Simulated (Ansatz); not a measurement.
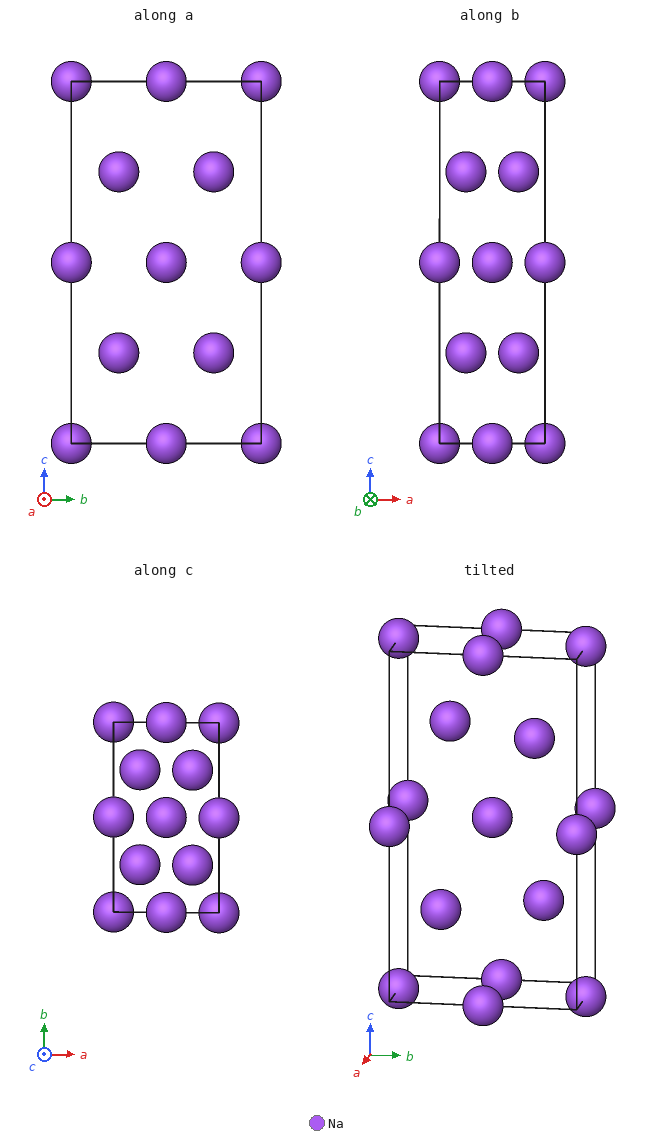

Spheres-only representation of a periodic structure, projected along the a axis, along the b axis, along the c axis and slightly off an axis. The drawn cell (a repeat of the simulation cell) is drawn as a box.

Lattice parameters: a = 3.7072 Å, b = 6.6780 Å, c = 12.7296 Å, α = 90.000°, β = 90.000°, γ = 90.468°.

Q: Put the structure into a CIF in P1 with every atom of the cell.

A:
```cif
data_structure
_symmetry_space_group_name_H-M 'P 1'
_symmetry_Int_Tables_number 1
_cell_length_a 3.7072
_cell_length_b 6.6780
_cell_length_c 12.7296
_cell_angle_alpha 90.000
_cell_angle_beta 90.000
_cell_angle_gamma 90.468
_cell_volume 315.13
loop_
_atom_site_label
_atom_site_type_symbol
_atom_site_fract_x
_atom_site_fract_y
_atom_site_fract_z
_atom_site_occupancy
Na1 Na 0.2500 0.7500 0.2503 1
Na2 Na 0.7500 0.7500 0.7503 1
Na3 Na 0.2500 0.2500 0.7503 1
Na4 Na 0.0000 0.5000 0.0000 1
Na5 Na 0.5000 0.5000 0.5000 1
Na6 Na 0.0000 0.0000 0.5000 1
Na7 Na 0.7500 0.2500 0.2503 1
Na8 Na 0.5000 0.0000 0.0000 1
```

It goes back to a structure type filled with this element by a generator (whether the element takes this form wasn't checked). Earlier steps of the study may have refined or changed the cell and positions. Ansatz was used for an electronic-structure calculation on it.
